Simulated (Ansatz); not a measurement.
System: PbS.

Calculation (Ansatz 0.2.0): relaxed lattice of one prototype by several density functionals, zero stress, symmetry kept, spin-unpolarised plane waves. All runs: no spin-orbit coupling.

prototype h-MgO (five-fold); atoms in cell 4; periodic directions 3.

Describe the result: the volume per atom by functional. The cases: r2SCAN; PBEsol; LDA; PBE.

The least value, 30.483 Å³, is that of LDA, and the largest, 33.022 Å³, that of PBE.

```
functional  volume per atom (Å³)  lattice constant a (Å)  lattice constant c (Å)
    r2SCAN                32.422                   4.997                   5.997
    PBEsol                31.422                   4.946                   5.933
       LDA                30.483                   4.894                   5.877
       PBE                33.022                   5.026                   6.038
```

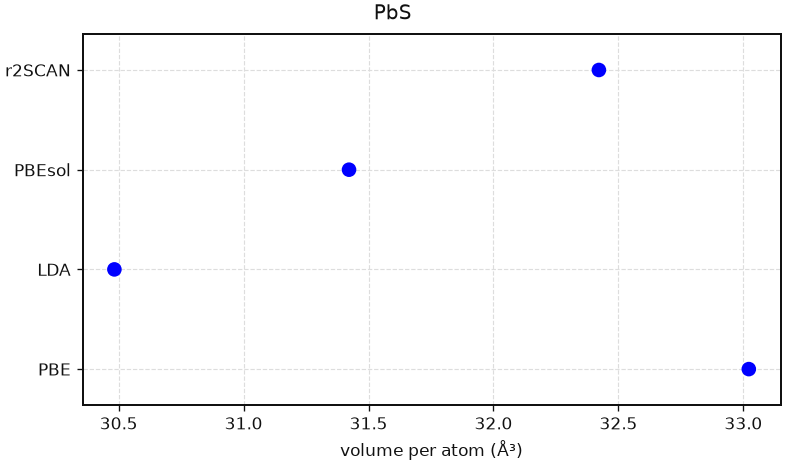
